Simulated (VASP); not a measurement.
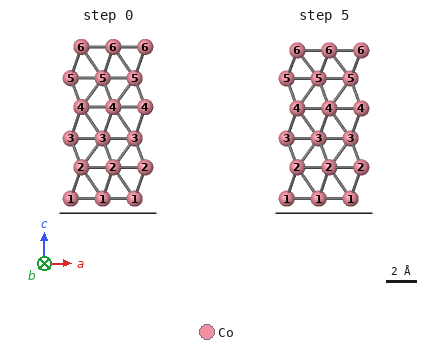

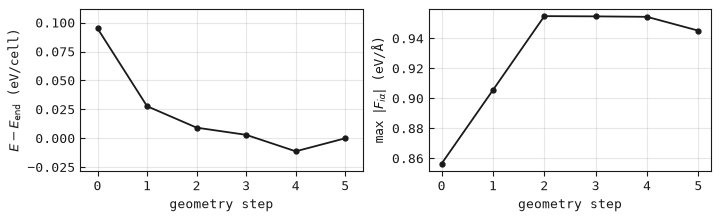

First and last geometry of a relaxation of a slab of composition Co, with the history of the run. A ball-and-stick model of the 3 × 2 repeat of the cell, outlined in the plane, without the vacuum, seen along the b axis.

The run lets the atoms move in a fixed cell. 3 atoms are held fixed.

These are results of VASP 6.6.1, Kohn-Sham DFT of a periodic cell, PBE with D3(BJ), VASP PAW PBE potentials, recommended, not measurements.

The input:
```
ALGO = Fast ; DIPOL = 0.5 0.5 0.500
EDIFF = 1E-6 ; EDIFFG = -0.01
ENCUT = 520 ; GGA = PE
IBRION = 2 ; IDIPOL = 3
ISIF = 2 ; ISMEAR = 0
ISPIN = 2 ; IVDW = 12
LASPH = True ; LCHARG = False
LDIPOL = True ; LMAXMIX = 4
LORBIT = 11 ; LREAL = False
LWAVE = False ; MAGMOM = 2 2 2 2 2 2
NELM = 150 ; NSW = 60
PREC = Accurate ; SIGMA = 0.05
```

Command:
```bash
cat potpaw_PBE.64/Co/POTCAR > POTCAR
mpirun -np 1 vasp_std > vasp.out
```

Read the history and describe the run.

The run was cut off at its time limit before the relaxation converged, so the last structure is only a point on the way. The energy falls by 95.1 meV per cell of the calculation in 5 geometry steps. The largest force component goes from 0.86 to 0.95 eV/Å. The atom that moves furthest is Co6 (0.24 Å along the normal (−c)). The cell doesn't change. Among the contacts that change: Co5–Co6 2.554 → 2.375 Å, Co3–Co4 2.554 → 2.479 Å, Co4–Co5 2.423 → 2.480 Å.
